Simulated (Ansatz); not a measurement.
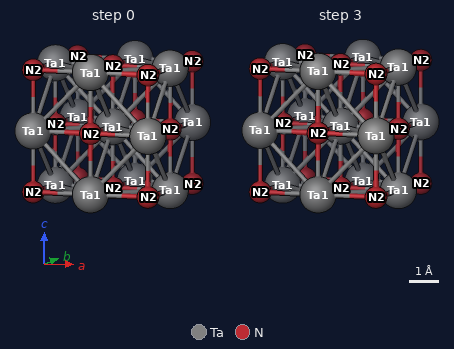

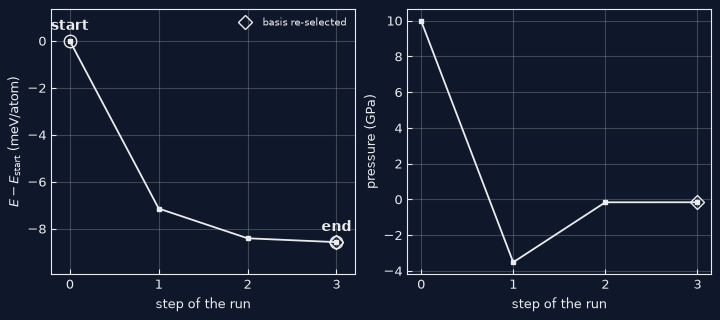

First and last geometry of a relaxation of crystalline TaN (set up in Fm-3m) (coarse preliminary run), with the history of the run. The picture is a ball-and-stick view of the conventional cell (4 times the calculation's cell), seen slightly off an axis. Lengths and directions refer to the drawn axes.

Method: DFT r2SCAN, scalar-relativistic, plane waves, PAW in Ansatz 0.2.0. Set-up: plane-wave cutoff 500 eV; k-point mesh 8 × 8 × 8; occupations gaussian; smearing width 0.1 eV; no spin polarisation; cell and atoms relaxed; force threshold 0.05 eV/Å; at most 80 steps.

Did the run converge, and what did it change?

Answer. It converged. After 2 accepted moves (3 points after the start) the energy has fallen by 8.6 meV per atom. All forces vanish by symmetry, so only the cell relaxes. The pressure goes from 10.00 to −0.16 GPa. The SCF was repeated once at an unchanged geometry on a basis and grid sized afresh for the cell, which shifted the energy by 0.2 meV per atom at most. No atom moves by more than 0.005 Å relative to the cell. The drawn cell changes as follows: a = b = c 4.358 → 4.398 Å (+0.9 %); the volume changes by +2.8 %. Among the contacts that change: Ta1–Ta1 3.082 → 3.110 Å, Ta1–N2 2.179 → 2.199 Å. The space group stays Fm-3m (No. 225).
